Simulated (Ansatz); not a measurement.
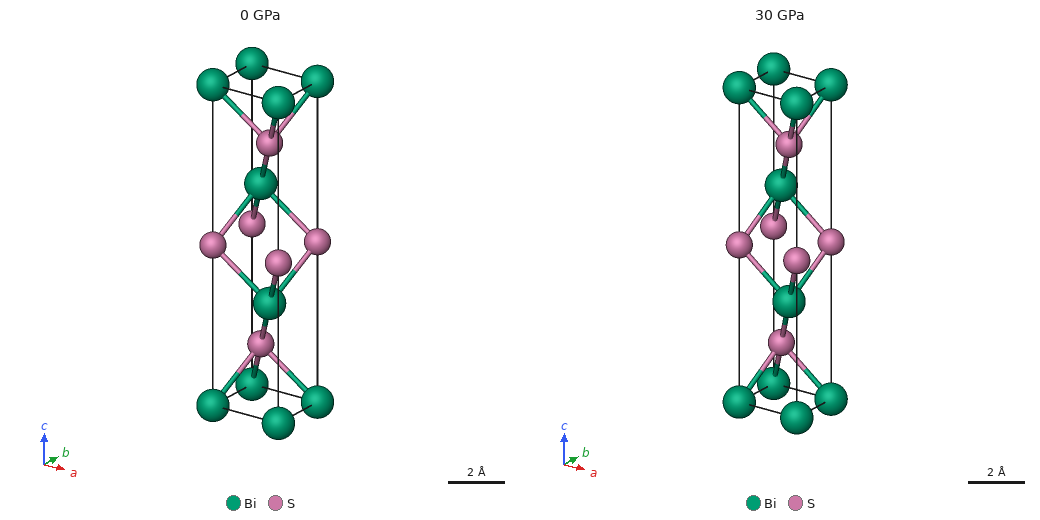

BiS, space group R-3m (No. 166), relaxed (cell and atoms) under a series of hydrostatic pressures; the conventional cell is drawn at the lowest and the highest, to one scale (sticks follow a distance rule). The start was a cell made by a generator, which needn't be a real form of the compound.

Alike in all runs: Ansatz 0.2.0; functional PBE; potentials Ansatz PAW; cutoff 420 eV; k mesh 8 × 8 × 8 on the run's cell of 2 atoms; occupations fermi-dirac, width 0.05 eV; no spin polarisation; no spin-orbit coupling.

| pressure (GPa) | volume (Å³/atom) | a (Å) | c (Å) |
| --- | --- | --- | --- |
| 0.0 | 25.245 | 3.832 | 11.914 |
| 2.0 | 24.447 | 3.772 | 11.903 |
| 5.0 | 23.455 | 3.698 | 11.883 |
| 10.0 | 22.151 | 3.598 | 11.856 |
| 20.0 | ? | ? | ? |
| 30.0 | 19.084 | 3.365 | 11.678 |

Question: Fit a third-order Birch-Murnaghan equation to the rows given and use it to fill in the volume that is left out.

Answer: The fit gives V0 = 25.25 Å³/atom, B0 = 57 GPa and B0′ = 4.5, which puts the volume at 20.0 GPa at 20.35 Å³/atom. The run gave volume 20.354 Å³/atom; a 3.462 Å; c 11.765 Å.

Question: Which axis yields most up to 30 GPa?

Answer: The a axis: a −12.2 %, c −2.0 %, against −24.4 % in volume.

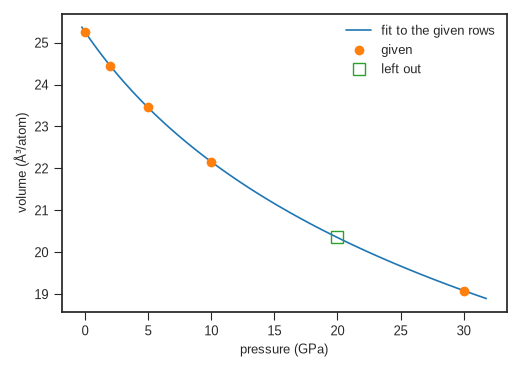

Volume against pressure, with the fit. The structure was kept in its own symmetry, so a change to another phase within this range wouldn't be seen.

Caveat: the plane-wave basis is chosen anew once the cell has moved, so the energies of steps on either side of that aren't comparable; an odd number of electrons without spin polarisation forces a metal, and a magnetic or distorted state may lie lower; spin-orbit coupling is left out, which matters for Bi, in volumes and forces too.
